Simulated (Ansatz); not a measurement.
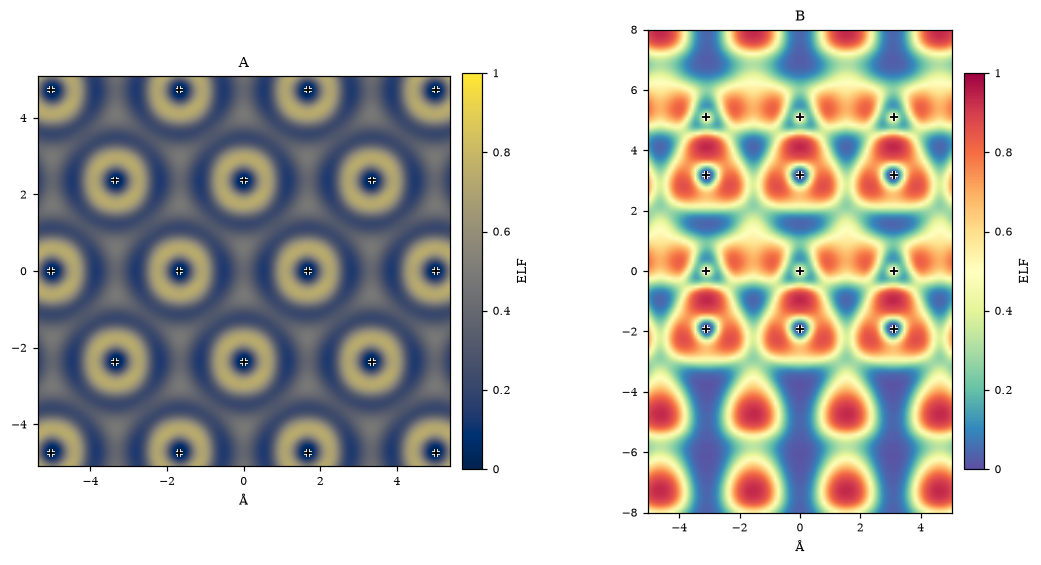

The ELF of 2 systems, each on a plane through atoms (crosses mark nuclei in the plane).

Theory: Ansatz, Kohn-Sham DFT of a periodic cell, BLYP, Ansatz PAW.

System 1: SiC, the (100) plane of the conventional cell. Space group P6₃mc.

```yaml
crystal:
  lattice:
    - [3.11737, 0.00000, 0.00000]
    - [-1.55868, 2.69972, 0.00000]
    - [0.00000, 0.00000, 15.30085]
  atoms:
    - { symbol: Si, position: [0.66667, 0.33333, 0.45827] }
    - { symbol: Si, position: [0.33333, 0.66667, 0.95827] }
    - { symbol: Si, position: [0.66667, 0.33333, 0.79181] }
    - { symbol: Si, position: [0.33333, 0.66667, 0.29181] }
    - { symbol: Si, position: [0.00000, 0.00000, 0.62507] }
    - { symbol: Si, position: [0.00000, 0.00000, 0.12507] }
    - { symbol: C, position: [0.66667, 0.33333, 0.33331] }
    - { symbol: C, position: [0.33333, 0.66667, 0.83331] }
    - { symbol: C, position: [0.66667, 0.33333, 0.66686] }
    - { symbol: C, position: [0.33333, 0.66667, 0.16686] }
    - { symbol: C, position: [0.00000, 0.00000, 0.49968] }
    - { symbol: C, position: [0.00000, 0.00000, 0.99968] }
```

System 2: Ta, the (11̄0) plane of the conventional cell. Space group Im-3m.

Match each panel to its system.

Answer. Panel A is system 2, Ta: the plane holds Ta. Ta–Ta (2.90 Å): the ELF is about 0.30 at the midpoint. Panel B is system 1, SiC: the plane holds Si and C. Si–C (1.91 Å): the ELF peaks at about 0.95 between the atoms; localised, covalent bonding.
